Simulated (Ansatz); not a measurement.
Single-point calculation of W (part 1 of 2)

W (slab, 20 atoms in the cell), computed with DFT PBE, scalar-relativistic, plane waves, PAW, no spin polarisation (Ansatz 0.2.0).

The structure derives from an entry of the Crystallography Open Database. It belongs to a series of runs on one base structure; here: the slab at its places in the relaxed adsorbed structure. Figures and captions count atoms from 1; the log counts them from 0 in places.

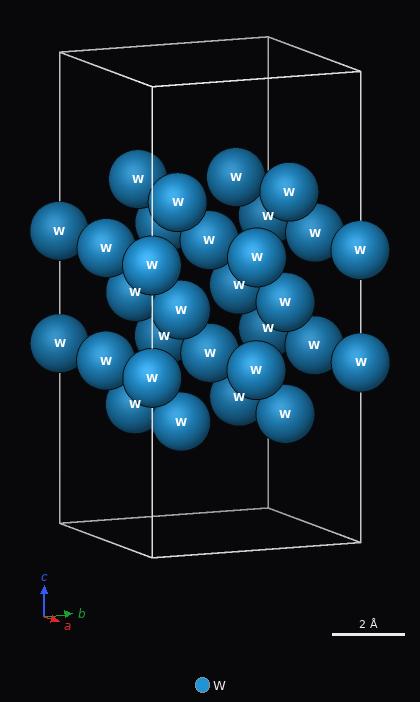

Figure 1. The input geometry (spheres-only view of the cell of the calculation, with the vacuum cut short, seen slightly off an axis). An atom can appear more than once, as a periodic image.

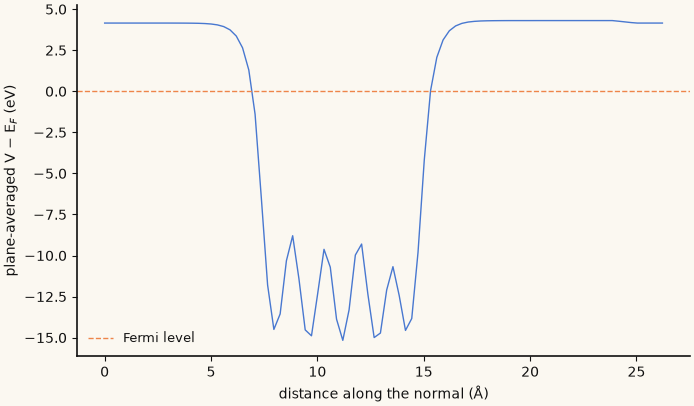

Figure 2. Plane average of the electrostatic potential energy of an electron across the cell, from the Fermi level. The vacuum level lies 4.31 eV above the Fermi level on the upper side and 4.16 eV on the lower.

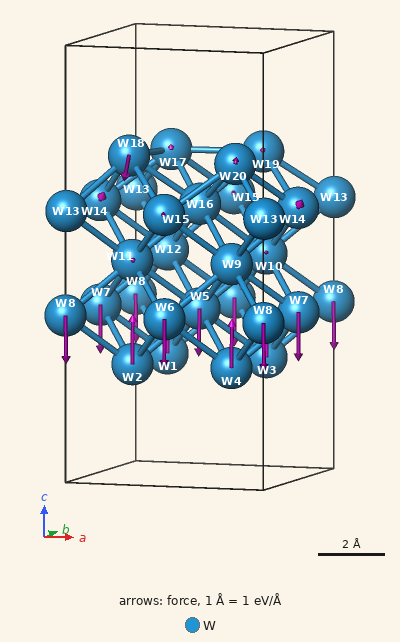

Figure 3. Forces on the atoms as pink arrows (ball-and-stick view of the cell of the calculation, with the vacuum cut short, seen slightly off an axis; atoms are numbered from 1 in the order of the input); the smallest are left out. The largest act on W2 (1.54 eV/Å); W1 (1.52 eV/Å); W4, W7 (1.51 eV/Å); W3, W6, W8 (1.50 eV/Å), among others. The geometry is not a stationary point of this energy.

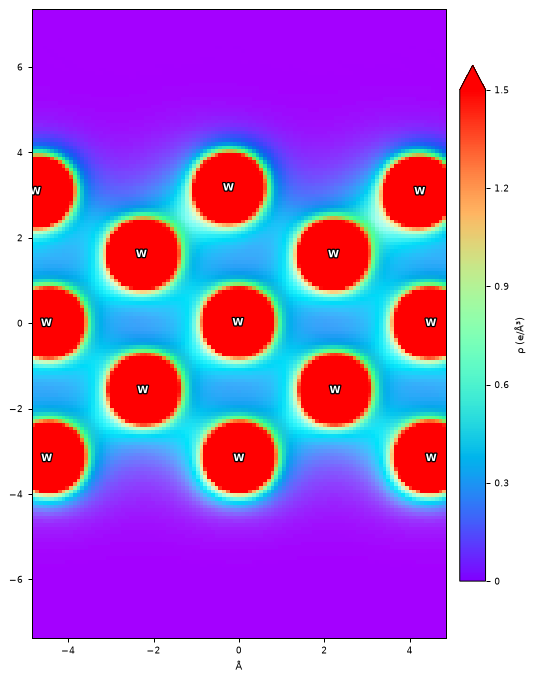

Figure 4. Valence electron density on the (110) plane of the calculation cell, a cut from vacuum to vacuum. W–W (2.50 Å): ρ is about 0.67 e/Å³ halfway. W–W (2.57 Å): ρ is about 0.59 e/Å³ halfway. W–W (2.74 Å): ρ at the midpoint is about 0.42 e/Å³. W–W (2.76 Å): ρ at the midpoint is about 0.43 e/Å³. W–W (2.89 Å): ρ at the midpoint is about 0.33 e/Å³. The density dies away to nearly zero in the vacuum. The fields are those of the smooth PAW valence density.

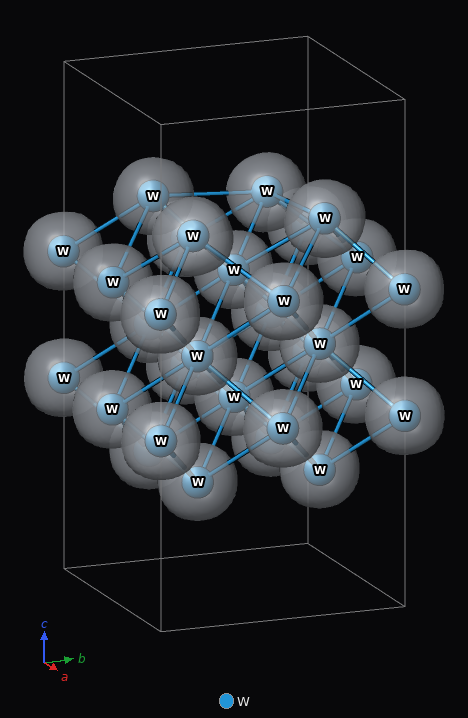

Figure 5. Isosurface of the valence pseudo-density at 0.8 e/Å³ (grey), seen slightly off an axis. Sticks mark near contacts. At this value the density breaks into separate islands; it holds about 65 % of the electrons treated as valence (semicore included). It is pinched off along the W–W (2.50 Å), W–W (2.57 Å), W–W (2.70 Å) and W–W (2.74 Å) contacts. On the grid the lowest density along these lines, outside the cores, is 0.67 e/Å³ (W–W, 2.50 Å), 0.59 e/Å³ (W–W, 2.57 Å), 0.46 e/Å³ (W–W, 2.70 Å) and 0.42 e/Å³ (W–W, 2.74 Å).

The input and output of the run follow.

Input
```yaml
crystal:
  lattice:
    - [6.3671172895, 0.0, 0.0]
    - [0.0, 6.3671172895, 0.0]
    - [0.0, 0.0, 26.5149172895]
  atoms:
    - { symbol: W, position: [0.25, 0.75, 0.301716951] }
    - { symbol: W, position: [0.25, 0.25, 0.301716951] }
    - { symbol: W, position: [0.75, 0.75, 0.301716951] }
    - { symbol: W, position: [0.75, 0.25, 0.301716951] }
    - { symbol: W, position: [0.5, 0.5, 0.3617503014] }
    - { symbol: W, position: [0.5, 0.0, 0.3617503014] }
    - { symbol: W, position: [0.0, 0.5, 0.3617503014] }
    - { symbol: W, position: [0.0, 0.0, 0.3617503014] }
    - { symbol: W, position: [0.7518634782, 0.2480982262, 0.4213226853] }
    - { symbol: W, position: [0.749150536, 0.7507401076, 0.4210429553] }
    - { symbol: W, position: [0.2474395749, 0.2526319898, 0.4215748506] }
    - { symbol: W, position: [0.2525666898, 0.7480741572, 0.4213621586] }
    - { symbol: W, position: [0.0060327286, -0.0041671202, 0.4820662178] }
    - { symbol: W, position: [-0.0034379675, 0.5040369137, 0.4819140929] }
    - { symbol: W, position: [0.4962670411, 0.0043242708, 0.4817739337] }
    - { symbol: W, position: [0.5041232774, 0.4949518109, 0.4824252124] }
    - { symbol: W, position: [0.2791180564, 0.7217578186, 0.5377004274] }
    - { symbol: W, position: [0.2225796169, 0.2772160047, 0.5407128116] }
    - { symbol: W, position: [0.7219952538, 0.7813325646, 0.5373749094] }
    - { symbol: W, position: [0.780403839, 0.2193372339, 0.5376138006] }
basis:
  ecutwfc: 420
kpoints:
  mp_grid: { grid: [3, 3, 1] }
hamiltonian:
  xc: pbe
scf:
  occupations: { method: gaussian, width: 0.1 }
output:
  forces: true
  eigenvalues: true
  write_density: true
  volumetric_format: npy
efield:
  axis: 3
  dipole_correction: true
  ramp_width: 0.04
```

Run as:
```bash
ansatz run input.yaml --threads 4 --pin off --max-ram 10240MiB --backend cpu --events-out ev --progress --plain --runs-dir out
```

Output
```
Engine: ansatz 0.2.0, x86_64-unknown-linux-gnu
Pseudopotentials: kind: paw
Pseudopotential: W, paw, valence charge 14, recommended cutoff 420 eV (normal), W.paw.azcp
Functional definition: PBE
  parameter kappa = 0.804
  parameter beta = 0.06672455060314922
  exchange = pbe_x(kappa = kappa, mu = beta*pi^2/3)
  correlation = pbe_c(beta = beta)
Crystal: 20 atoms, lattice volume = 1074.920 Å³
Basis set: ecut = 420 eV, 21053 PW (Γ), exchange–correlation on 90×90×360 points (8 copies of the dense FFT grid, shifted against one another)
Bands: 168, of which v1, the nominal top of the filled ones, is band 140 counted from 1 (139 counted from 0)
Symmetry: 1 space group operations
Space group: P1 (ITA 1), of the structure as read, at distance tolerance 1.0e-4 Å
k-points: 5 of 9 (time reversal used)
Non-local potential: W, projectors of the file, l = 0: 3, l = 1: 2, l = 2: 2, l = 3: 1
PAW form: soft (Blöchl's): semilocal exchange-correlation on the pseudo side does not see the compensation charge
PAW one-centre angular grid: W, 590 points (default); XC on 64 Gauss nodes
Initial density: superposition of atomic densities (neutral atoms: chi_scale 0, normalization atom), corrected by the library's trained network
Initial wavefunctions: pseudopotential atomic-orbital guess
Functional: x = pbe(κ = 0.804, μ = 0.2195149727645171), c = pbe(β = 0.06672455060314922)
SCF iter   1: F=—  HF=-207675.661147 eV  |F-HF|=—  |Δ(HF+E_count)|=         —  Δρ=5.43e-3  dr2=1.45e0  ethr=1.77e-3  p=-0.010 e·Å  D=-1.66e-3 V/Å  ΔV_dip=0.04 eV  dr2_dipole=6.58e-3  V_vac-E_F(+/−)=4.38/4.34 eV  ⟨swp⟩=10.2  Hψ=4315  notcnv=0
efield: sawtooth ramp at fractional position 0.9012 (placed from the atoms, in the widest stretch of the axis that holds none; the zero of the levels goes with the place), width 0.0400; the density the first Hamiltonian is built on has a dipole p = -0.010 e·Å; the dipole correction subtracts the counter field D = -1.66e-3 V/Å, which shifts the + side's vacuum level by +0.04 eV against the − side's; the planar-averaged density in the ramp window peaks in size at 3.2e-6 e/Å³
preconditioner: auto → LDOS  [metal: Δε(μ)=0.023 eV  Ē_g=4.232 eV  σ=0.100 eV  W_gap=0.13  n_scr=174 (ndim 8)  ℏωp=12.4 eV  f_vac=0.613  D(μ)=23.35/eV (n_scr^D=124)  β→1.0]
SCF iter   2: F=—  HF=-207675.593292 eV  |F-HF|=—  |Δ(HF+E_count)|=   6.79e-2  Δρ=3.53e-3  dr2=3.86e-1  ethr=5.17e-4  p=-0.048 e·Å  D=-8.14e-3 V/Å  ΔV_dip=0.22 eV  dr2_dipole=1.88e-2  V_vac-E_F(+/−)=4.32/4.10 eV  ⟨swp⟩=2.6  Hψ=1300  notcnv=0  defer=84
SCF iter   3: F=—  HF=-207675.555604 eV  |F-HF|=—  |Δ(HF+E_count)|=   3.77e-2  Δρ=1.02e-3  dr2=4.25e-2  ethr=1.38e-4  p=-0.033 e·Å  D=-5.56e-3 V/Å  ΔV_dip=0.15 eV  dr2_dipole=3.36e-4  V_vac-E_F(+/−)=4.32/4.18 eV  ⟨swp⟩=2.0  Hψ=1107  notcnv=0  defer=84
SCF iter   4: F=—  HF=-207675.552508 eV  |F-HF|=—  |Δ(HF+E_count)|=   3.10e-3  Δρ=2.16e-4  dr2=1.09e-3  ethr=1.52e-5  p=-0.034 e·Å  D=-5.71e-3 V/Å  ΔV_dip=0.15 eV  dr2_dipole=1.67e-6  V_vac-E_F(+/−)=4.31/4.16 eV  ⟨swp⟩=2.6  Hψ=1069  notcnv=0  defer=84
SCF iter   5: F=—  HF=-207675.552373 eV  |F-HF|=—  |Δ(HF+E_count)|=   1.35e-4  Δρ=9.04e-5  dr2=1.84e-4  ethr=3.88e-7  p=-0.034 e·Å  D=-5.80e-3 V/Å  ΔV_dip=0.15 eV  dr2_dipole=6.95e-6  V_vac-E_F(+/−)=4.31/4.15 eV  ⟨swp⟩=3.0  Hψ=1419  notcnv=0  defer=84
SCF iter   6: F=—  HF=-207675.552404 eV  |F-HF|=—  |Δ(HF+E_count)|=   3.13e-5  Δρ=2.38e-5  dr2=8.28e-6  ethr=6.59e-8  p=-0.034 e·Å  D=-5.70e-3 V/Å  ΔV_dip=0.15 eV  dr2_dipole=2.43e-7  V_vac-E_F(+/−)=4.31/4.15 eV  ⟨swp⟩=2.0  Hψ=1058  notcnv=0  defer=84
SCF iter   7: F=—  HF=-207675.551860 eV  |F-HF|=—  |Δ(HF+E_count)|=   5.44e-4  Δρ=8.78e-6  dr2=1.34e-6  ethr=2.96e-9  p=-0.034 e·Å  D=-5.66e-3 V/Å  ΔV_dip=0.15 eV  dr2_dipole=3.15e-8  V_vac-E_F(+/−)=4.31/4.16 eV  ⟨swp⟩=3.4  Hψ=1605  notcnv=0  defer=64
SCF iter   8: F=—  HF=-207675.551861 eV  |F-HF|=—  |Δ(HF+E_count)|=   1.36e-6  Δρ=3.30e-6  dr2=3.77e-7  ethr=4.80e-10  p=-0.033 e·Å  D=-5.63e-3 V/Å  ΔV_dip=0.15 eV  dr2_dipole=1.46e-11  V_vac-E_F(+/−)=4.31/4.16 eV  ⟨swp⟩=2.6  Hψ=1428  notcnv=0  defer=64
SCF iter   9: F=-207675.551861 eV  HF=-207675.551861 eV  |F-HF|=1.50e-8  |Δ(HF+E_count)|=   5.22e-8  Δρ=1.18e-6  dr2=5.27e-8  ethr=3.57e-11  p=-0.033 e·Å  D=-5.62e-3 V/Å  ΔV_dip=0.15 eV  dr2_dipole=6.90e-9  V_vac-E_F(+/−)=4.31/4.16 eV  ⟨swp⟩=16.2  Hψ=4799  notcnv=0
SCF 1 converged in 9 iterations: F = -207675.551861 eV  dr2 = 5.27e-8
  greatest PAW one-centre occupation: 1.000 electrons in one spin orbital (limit 2), on the W atom at site 2 (counted from 0), in its partial waves of l = 0
SCF converged after 9 iterations
Free energy (F): -207675.551861 eV
Harris-Foulkes:  -207675.551861 eV  (|F-HF|=1.50e-8)
Internal energy: -207675.436544 eV  (E = F + TS)
E sigma→0 (E₀):  -207675.494203 eV
Entropy (-TS):   -0.115317 eV (-5.766 meV/atom)
Fermi energy:    3.770734 eV
Dipole field:    D = -0.005672 V/Å  (p = -0.033696 e·Å, saw-weighted, corrected)
Work function:   Φ+ = 4.3059 eV   Φ− = 4.1555 eV
Levels:          The Fermi level and band energies are counted from a zero that moves with the ramp; work functions are not
--- Per-component energies (eV) ---
  E_band       = -6833.343266
  E_kinetic    = 8944.055872
  E_local      = -396675.043183  (includes V_loc(G=0)·N_el)
  E_nonlocal   = 29.736226
  E_hartree    = 194049.477980
  E_xc         = -5305.420131
  E_vxc        = -4731.665384  (∫ρ·V_xc dr)
  E_paw        = -171250.510474  (= ΣΔE_a)
  E_vpaw       = -2499.434330  (= ΣTr[D̂ρ^β])
  E_aug_tail   = -0.001222  (compensation charges beyond the density's cutoff)
  E_efield     = 0.000096  (sawtooth field / dipole correction)
  E_vefield    = -0.007272  (∫n·V_field dr)
  E_ewald      = 162532.268291
  E_smearing   = -0.115317  (= −TS)
  E_closure    = -0.000000  (closes the sum)
  Σ components = -207675.551861   (vs F -207675.551861, Δ=0.00e0)
--- Forces (eV/Å), atoms counted from 1 ---
  atom   1  W      0.01902533    -0.01522777     1.52153528
  atom   2  W      0.01450845    -0.01477811     1.54420546
  atom   3  W      0.00727456    -0.00388291     1.50085466
  atom   4  W      0.02239034    -0.01957495     1.51452796
  atom   5  W     -0.02079843    -0.01658857    -1.47494202
  atom   6  W     -0.01890424     0.02462352    -1.50240856
  atom   7  W     -0.01158919     0.02195036    -1.51053260
  atom   8  W      0.01230136     0.01808404    -1.49701966
  atom   9  W      0.02193453    -0.00573032     0.00544332
  atom  10  W     -0.03752167     0.05018465     0.09098188
  atom  11  W      0.11024276    -0.06257620    -0.01791324
  atom  12  W     -0.00229459    -0.02635537    -0.02159520
  atom  13  W      0.03217992     0.03915663    -0.05371156
  atom  14  W      0.21026304    -0.22412351     0.28283299
  atom  15  W     -0.09267995     0.06301130     0.01214010
  atom  16  W     -0.02398144    -0.02343502    -0.06197290
  atom  17  W      0.01216057    -0.08757001     0.16067781
  atom  18  W     -0.25981221     0.28668763    -0.83483476
  atom  19  W     -0.00167931    -0.08637749     0.13241939
  atom  20  W      0.00696646     0.08253493     0.20969062
  max |Σ_I F_I| component: 3.79e-4 eV/Å
--- Band table (eV; the first three rows and the last of 5) ---
```
